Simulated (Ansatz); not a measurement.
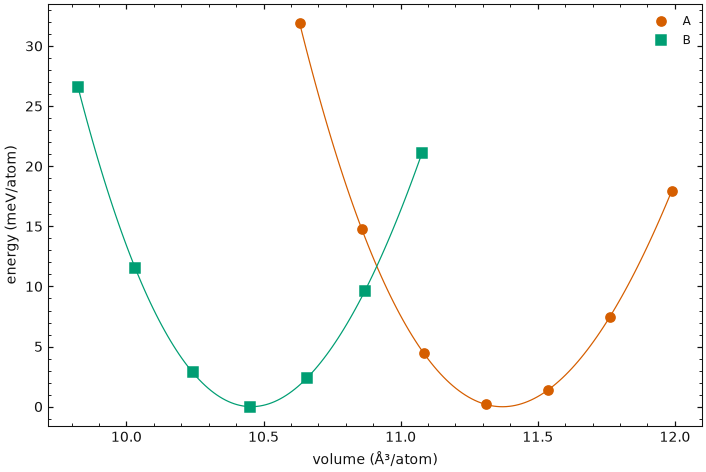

The figure compares two calculations of the energy against volume, each curve from its own zero. The first is for AlN, space group P6_3mc (No. 186).

The cell holds 4 atoms.

Calculation (Ansatz 0.2.0): all-electron LAPW DFT, no spin polarisation; energies at scaled volumes of the given cell, shape and fractions fixed, counted from the fit's minimum, third-order Birch-Murnaghan fit. Level: PBEsol.

k mesh 10×10×6; occupations Fermi–Dirac; smearing width 0.05 eV; potentials all electron LAPW, scalar relativistic; program settings basis error eV/atom 0.001.

In the second, Al is replaced by Ga on all its sites, which gives GaN in the same structure. The second calculation uses k mesh 10×10×5.

Question: Which of A and B is the second calculation, and what did the change do?

Answer: A. The equilibrium volume rises from 10.46 to 11.37 Å³/atom (+8.7 %) and the bulk modulus falls from 201 to 189 GPa (−6.0 %).

For both, limits of the calculation: shape and atomic fractions are frozen while scaling, which makes layered, chain and framework solids too stiff.

V0 and the bulk modulus come from third-order Birch–Murnaghan fits.
